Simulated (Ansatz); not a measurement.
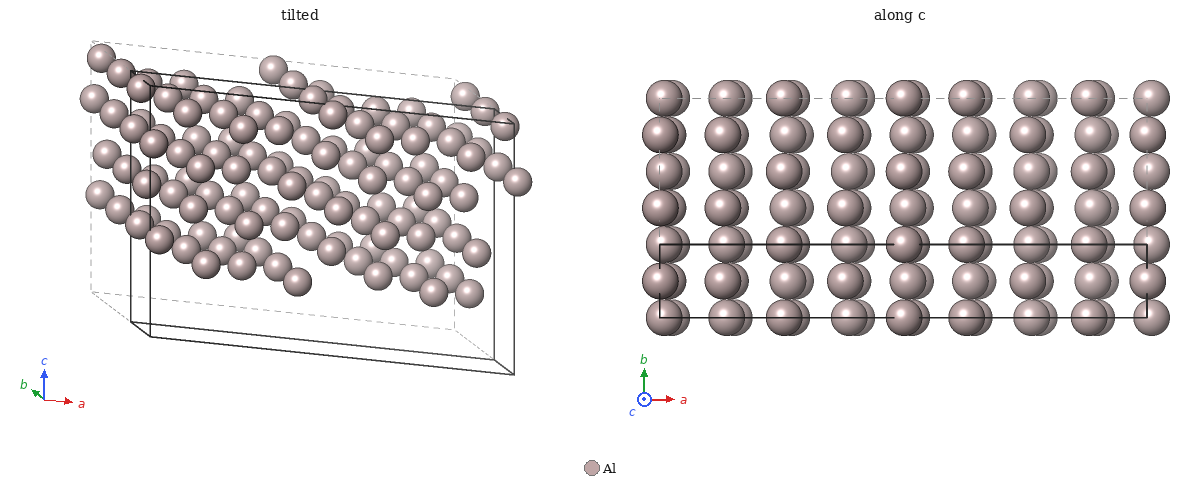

The figure gives a spheres-only picture of the atoms, viewed slightly off an axis and along the c axis. One conventional unit cell is drawn solid; the view covers 1×3×1 cells. Cell: a = 19.281 Å, b = 2.836 Å, c = 12.749 Å, α = 90.00°, β = 101.32°, γ = 90.00°.

Describe this structure.

The element is aluminium. The structure has Cm (No. 8) symmetry and a base-centred monoclinic lattice. The cell holds 32 atoms.

It goes back to a structure listed in the Materials Project. The cell was then strained or its atoms displaced on purpose. A calculation with Ansatz used it as input.
